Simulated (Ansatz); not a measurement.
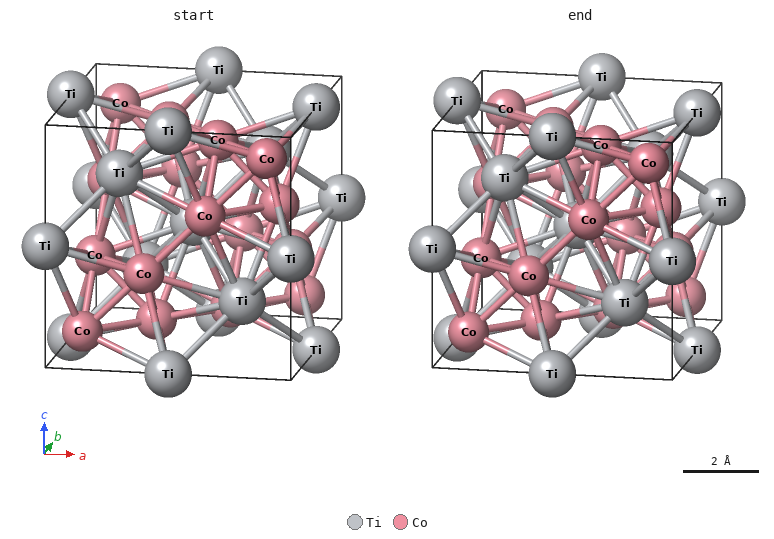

The structure of crystalline TiCo2 (set up in Fd-3m) (coarse preliminary run) before (left) and after (right) a relaxation, at one scale.

The picture is a ball-and-stick view of the conventional cell (4 times the calculation's cell), seen slightly off an axis. Lengths and directions refer to the drawn axes.

The calculation used Ansatz 0.2.0, DFT PBEsol, scalar-relativistic, plane waves, PAW.

Input file:
```yaml
crystal:
  lattice:
    - [0.0, 3.352, 3.352]
    - [3.352, 0.0, 3.352]
    - [3.352, 3.352, 0.0]
  atoms:
    - { symbol: Ti, position: [0.5, 0.5, 0.5], spin: -0.33 }
    - { symbol: Ti, position: [0.75, 0.75, 0.75], spin: -0.33 }
    - { symbol: Co, position: [0.125, 0.125, 0.125], spin: 0.85 }
    - { symbol: Co, position: [0.625, 0.125, 0.125], spin: 0.85 }
    - { symbol: Co, position: [0.125, 0.125, 0.625], spin: 0.85 }
    - { symbol: Co, position: [0.125, 0.625, 0.125], spin: 0.85 }
basis:
  ecutwfc: 420
kpoints:
  mp_grid: { grid: [6, 6, 6] }
hamiltonian:
  xc: pbesol
scf:
  occupations: { method: gaussian, width: 0.1 }
output:
  forces: true
  stress: true
  eigenvalues: true
  populations: true
magnetization:
  spin_polarized: true
relax:
  adjacent_minimum: "off"
  f_tol: 0.05
  max_steps: 80
  cell: { stress_tol: 0.5 }
```

Command:
```bash
ansatz run input.yaml --threads 2 --pin off --max-ram 5120MiB --backend cpu --events-out ev --progress --plain --runs-dir out
```

Q: Summarise the run.

A: The atoms keep their places relative to the cell (all moves are under 0.005 Å). The drawn cell changes as follows: a = b = c 6.704 → 6.553 Å (−2.3 %); the volume changes by −6.6 %. Near-neighbour distances that change, for instance: Ti1–Ti2 2.903 → 2.837 Å, Ti1–Co3 2.779 → 2.717 Å, Co3–Co4 2.370 → 2.317 Å. The space group stays Fd-3m (No. 227). Over 3 accepted moves (4 points after the start) the energy falls by 35.0 meV per atom. All forces vanish by symmetry, so only the cell relaxes. The pressure goes from −11.48 to 0.06 GPa. The SCF was repeated once at an unchanged geometry on a basis and grid sized afresh for the cell, which shifted the energy by 0.4 meV per atom at most. The program noted that the starting moments weren't kept. Cost: 52 s on 2 threads of Arm Neoverse V2 (shared host), peak memory 0.46 GiB.
